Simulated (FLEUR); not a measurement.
# Energy against fixed total spin moment for CsCl-type MnZn at its measured cell: all-electron FLAPW with the LDA

In CsCl-type MnZn each manganese atom, with a partly filled 3d shell, has eight zinc nearest neighbours whose 3d shells are full. The magnetism is therefore expected to reside on manganese, with zinc contributing mainly broad s and p states. The question is how the energy changes as the total spin moment is forced up from zero, and where the moment settles when it is released. Such a curve shows how strongly a magnetic metal resists a change in the size of its moment, which matters when models of magnetic materials treat that size as fixed. The energies are LDA free energies per two-atom cell, measured from the run without spin polarisation; a negative value means that the polarised state is lower.

## Set-up

MnZn (CsCl type): the measured cell (COD); 2 atoms in the cell, atoms and cell held. FLEUR MaX-R8.1, all-electron FLAPW in bulk geometry, scalar-relativistic valence, LDA (VWN), basis cutoff 3.6 1/bohr, density cutoff 10.8 1/bohr, Fermi-Dirac smearing of 0.03 eV, muffin-tin radii Mn 2.45, Zn 2.45 bohr. Local moments are those inside the muffin-tin spheres. Collinear spins without spin-orbit coupling, 10x10x10 k-points. The total moment is held by two Fermi energies, one for each spin; the row marked free is the unconstrained run, and the row at M = 0 is the run without spin polarisation.

Notes on method and selection:

- Each run ends in the state reached from its start (the fixed-moment runs continue from an earlier run), which may not be the lowest.
- A uniform moment does not probe antiparallel order, which can lie lower.
- At small fixed moments unlike atoms can carry local moments of opposite sign, so the curve need not run smoothly into the unpolarised point.
- Stoner picture: E = M^2 (1/(2N) - I/4) for small M, with N the density of states of both spins at the Fermi energy of the unpolarised run and I the Stoner parameter of the cell.
- A blank cell means that the quantity does not apply to the row, or that its run was not made or gave no value that passed the checks named.
- Curves that are not smooth, that do not rise at the largest moment or whose runs differ in settings are not tabled.
- Runs that did not converge, have known faults or may not be shown are not listed, and runs on Ansatz's PAW sets soft_1 and soft_2 are kept to separate tables.

Columns:

- fixed moment (μB/cell): total spin moment of the cell, held fixed.
- energy from unpolarised (meV/cell): free energy of the cell less that of the run without spin polarisation.
- Mn moment (μB): largest spin moment inside a Mn sphere, signed along the total.

## Data

| member | fixed moment (μB/cell) | energy from unpolarised (meV/cell) | Mn moment (μB) |
| --- | --- | --- | --- |
| M = 0 muB | 0.000 | 0.0 | – |
| M = 0.687 muB | 0.687 | −64.8 | 0.741 |
| M = 1.37 muB | 1.374 | −263.2 | 1.476 |
| M = 2.06 muB | 2.061 | −542.6 | 2.174 |
| M = 2.75 muB | 2.747 | ? | ? |
| M = 3.05 muB, free | 3.053 | −805.9 | 3.102 |
| M = 3.43 muB | 3.434 | −765.8 | 3.416 |
| M = 4.12 muB | 4.121 | −522.4 | 3.891 |

Cells marked ? are withheld until the estimate has been made.

energy from unpolarised (meV/cell) against fixed moment (μB/cell), members shown:

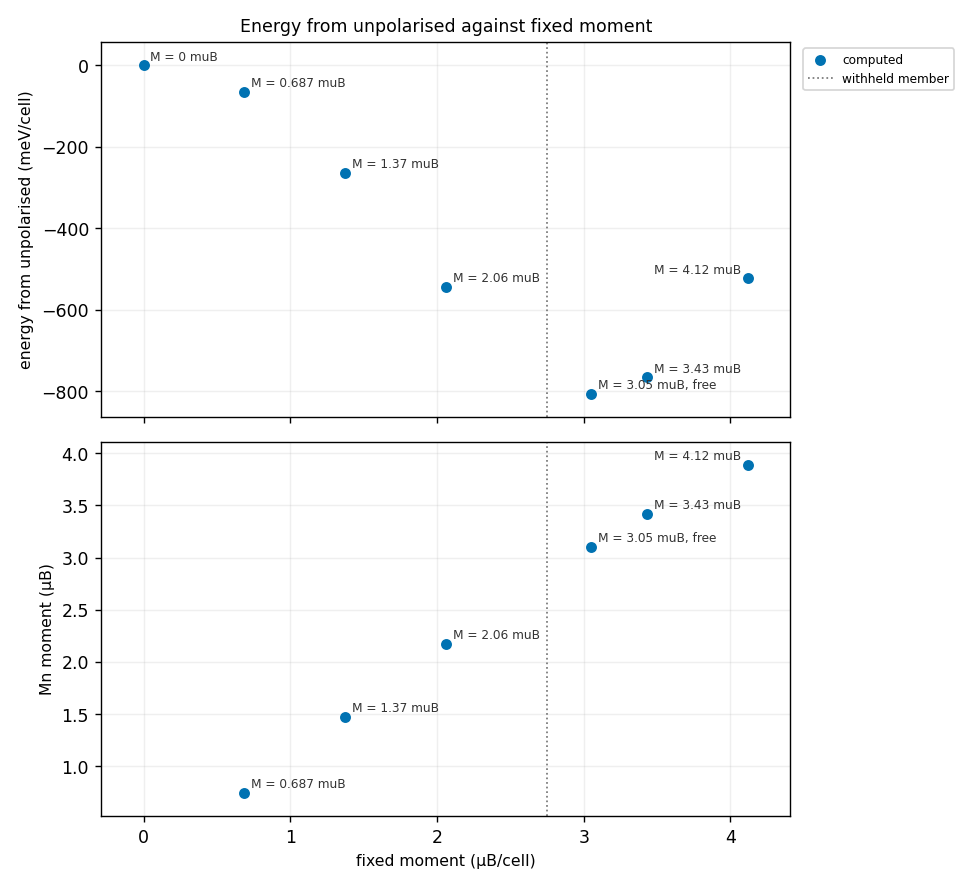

## Interpretation

The unpolarised state is unstable towards a uniform moment. The energy is already 64.8 meV/cell below zero at 0.687 μB, and doubling the moment to 1.374 μB multiplies the gain by 263.2 / 64.8 = 4.06. This is close to the factor of four expected from the Stoner form E = M² (1/(2N) − I/4), with a negative bracket: the exchange gain exceeds the band energy spent in moving electrons from one spin to the other.

The quadratic law weakens at larger moments. E/M² is −263.2 / 1.374² = −139.4 meV/μB² at 1.374 μB, but −805.9 / 3.053² = −86.5 meV/μB² in the free run. A likely reason is that the majority 3d states of manganese are filling up, so that each further transfer must reach higher majority states and empty deeper minority ones.

Released from the constraint, the moment settles at 3.053 μB/cell, 805.9 meV/cell below the unpolarised state. This is the lowest energy among the rows shown. Forcing the moment from 3.434 to 4.121 μB raises the energy by 243.4 meV/cell, a mean slope of 243.4 / 0.687 = 354 meV/μB.

The local moments fit this picture. In the free run the manganese sphere holds 3.102 μB, slightly more than the whole cell, so the zinc sphere and the region between the spheres together carry a small opposite moment. Between the last two rows the manganese moment grows by only 0.475 μB while the total grows by 0.687 μB; the rest of the added moment lies outside the manganese sphere.

The result concerns parallel manganese moments in the measured cell. An antiparallel arrangement, which a uniform moment does not probe, could lie lower.

## Estimating the withheld member

Plain estimates from the members shown:

- M = 2.75 muB, straight-line interpolation between M = 2.06 muB and M = 3.05 muB, free: w = (2.747 − 2.061) / (3.053 − 2.061) = 0.692, so −542.6 + 0.692 × (−805.9 − (−542.6)) = −724.7 meV/cell

The straight-line estimate of −724.7 meV/cell should lie too high, because it cuts across a curve that bends upwards near its minimum. The slope of the energy is half the difference between the two spin Fermi energies, and it vanishes in the free run, where they coincide. The energy can therefore be written as E = −805.9 + c (M − 3.053)², with c varying slowly with M.

The shown rows give c = 263.3 / 0.992² = 267.6 at 2.061 μB, 40.1 / 0.381² = 276.2 at 3.434 μB and 283.5 / 1.068² = 248.5 meV/μB² at 4.121 μB. With the withheld member, these moments are evenly spaced to within rounding. A parabola through the three values gives c = 276.2 + (267.6 − 248.5) / 3 = 282.6 meV/μB² at 2.747 μB. The energy is then −805.9 + 282.6 × 0.306² = −779.4 meV/cell.

The same construction can be tried on the row at 3.434 μB, using the rows at 1.374, 2.061 and 4.121 μB. At 1.374 μB, c = 542.7 / 1.679² = 192.5 meV/μB². The parabola gives 267.6 + (248.5 − 192.5) / 2 = 295.6 meV/μB², hence a rise of 295.6 × 0.381² = 42.9 meV/cell above the free run, against 40.1 in the table. This miss of 2.8 meV/cell sets the error bar at 3 meV/cell.

**Committed estimate, M = 2.75 muB: energy from unpolarised = −779 ± 3 meV/cell.**

## How the estimate fared

| member | fixed moment (μB/cell) | energy from unpolarised (meV/cell) | Mn moment (μB) |
| --- | --- | --- | --- |
| M = 2.75 muB | 2.747 | −775.2 | 2.824 |

| member | estimate | energy from unpolarised (meV/cell) | computed | estimate − computed | miss in error bars |
| --- | --- | --- | --- | --- | --- |
| M = 2.75 muB | committed | −779.0 | −775.2 | −3.8 | 1.3 |
| M = 2.75 muB | interpolation | −724.7 | −775.2 | +50.5 |  |

energy from unpolarised (meV/cell) against fixed moment (μB/cell):

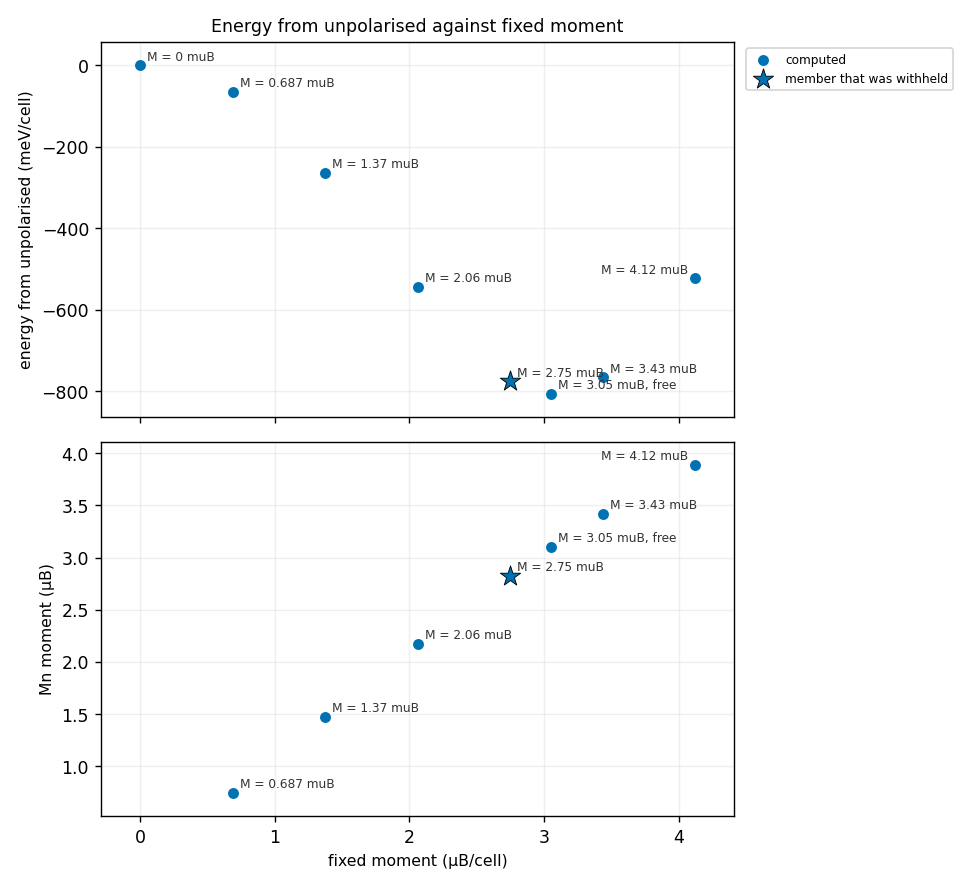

The estimate of −779 ± 3 meV/cell lies 3.8 meV/cell below the computed −775.2, outside its error bar by a small margin. It is far better than the straight line, which misses by 50.5 meV/cell.

The argument that held is that the energy is flat at the free moment, so that the curve must bend below a straight line drawn to it. The assumption that c varies slowly with M failed. The computed energy gives c = 30.7 / 0.306² = 327.9 meV/μB², against the interpolated 282.6 and the 276.2 found at 3.434 μB. The well is therefore somewhat steeper just below the free moment than a smooth c suggested.

A possible cause is structure in the density of states, since fewer states at either spin's Fermi energy make a further transfer of electrons more costly. With energy differences of only a few meV/cell, the finite k-point mesh may also contribute. The single trial behind the error bar was a thin basis for it.

## Members off the line

No row stands out on the energy scale of the whole curve, although the curvature c at 2.747 μB is higher than at its neighbours. The largest fixed moment, 4.121 μB, differs most in where the moment sits: the zinc moment has turned parallel to that of manganese, and the manganese sphere takes only 0.475 / 0.687 = 0.69 of the last increase. This ends a gradual decline, from (2.824 − 2.174) / (2.747 − 2.061) = 0.95 between 2.061 and 2.747 μB, as expected when the majority 3d states of manganese approach filling.

## Rules of thumb and their limits

For parallel moments in the measured cell, the LDA energy falls at each tabulated step up to the free moment of 3.053 μB and rises at the two larger ones. Within this range, an expansion about the free moment gave two rows to within about 4 meV/cell.

Reducing the moment by a tenth, from 3.053 to 2.747 μB, costs 30.7 meV/cell. That is close to the thermal energy at room temperature, roughly 26 meV, which suggests that a model of hot MnZn should not take a fixed size of the manganese moment for granted. The cost found here is for all manganese moments shrinking together; that of changing a single one among unchanged neighbours may differ.

The depth of the minimum also depends on the functional: gradient corrections to the LDA usually deepen such a minimum and enlarge the moment.
